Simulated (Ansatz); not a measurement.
System: zincblende MgO, space group F-43m, 2 atoms in the primitive cell; at the first point, cubic a = 4.612 Å, relaxed at zero pressure beforehand. The cell is squeezed uniformly and kept in this structure, whether or not it stays the stable one. Ansatz 0.2.0; PBE, all-electron LAPW, no spin polarisation, no spin-orbit coupling, 15×15×15 k mesh, Fermi-Dirac smearing of 0.05 eV.

Q: How will the gap change from 0.1 GPa to 226 GPa?

A: The gap grows from 3.48 eV at 0.1 GPa to 7.52 eV at 226 GPa.

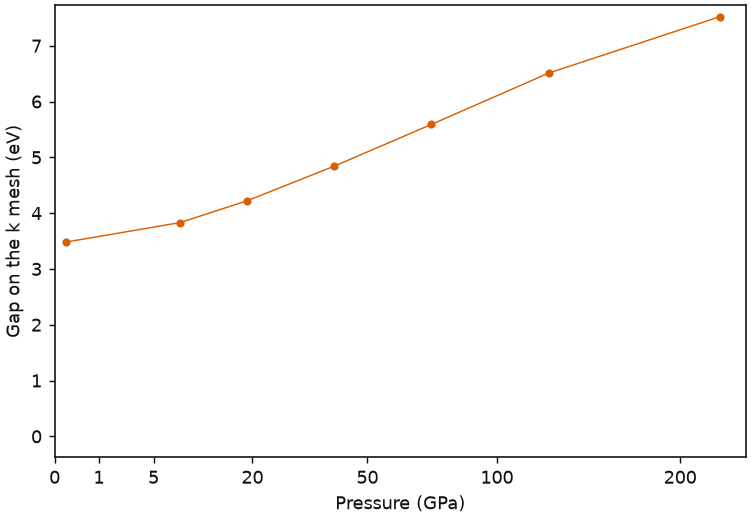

Smallest gap on the k mesh (the pressure axis goes as the square root).

```
pressure  gap (eV)  V/V0
 0.1 GPa      3.48  1.00
   8 GPa      3.83  0.94
  19 GPa      4.22  0.88
  40 GPa      4.84  0.80
  73 GPa      5.59  0.72
 125 GPa      6.51  0.64
 226 GPa      7.52  0.55
```

LDA, GGA and most meta-GGA functionals understate gaps. The usual form of MgO is rocksalt. A mesh with an odd division misses points of the zone boundary, where band edges can lie.
